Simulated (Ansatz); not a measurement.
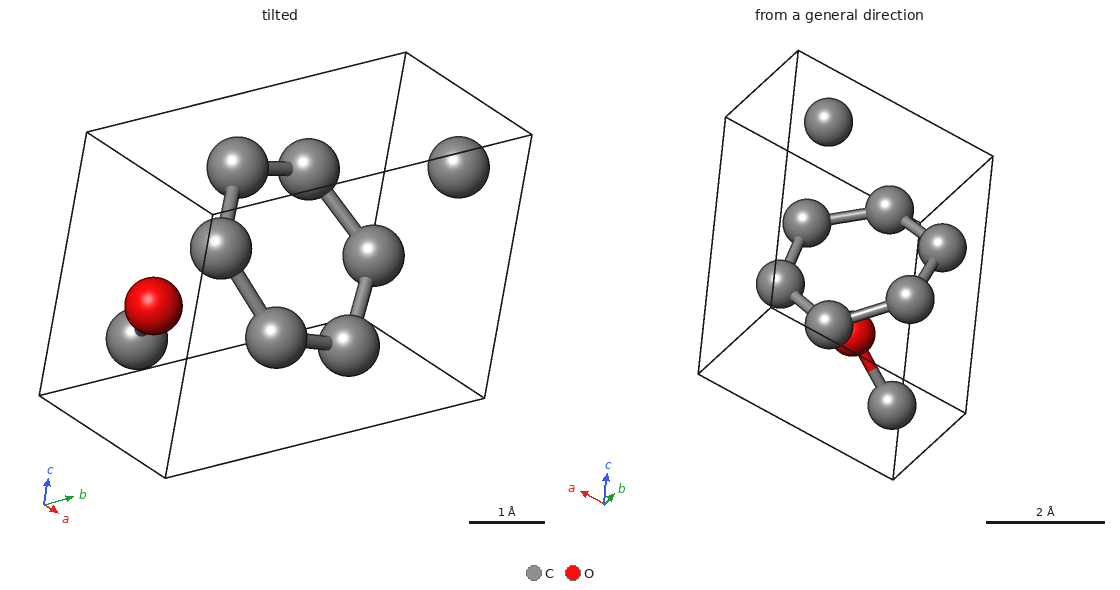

Drawn in the ball-and-stick manner and seen slightly off an axis and from a general direction. The lines enclose the supercell; boundary atoms appear with their images. The host is C, in a cell of 8 sites, and the cell is neutral.

> What kind of defect was put in?

An interstitial oxygen atom. It is bonded to two C in a bent arrangement at about 1.4 Å.

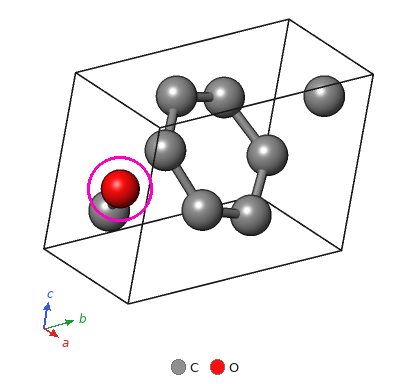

The same cell with a ring at the defect's site.

The atoms were relaxed in the host's cell with DFT PBE+D3(BJ), scalar-relativistic, plane waves, PAW in Ansatz.
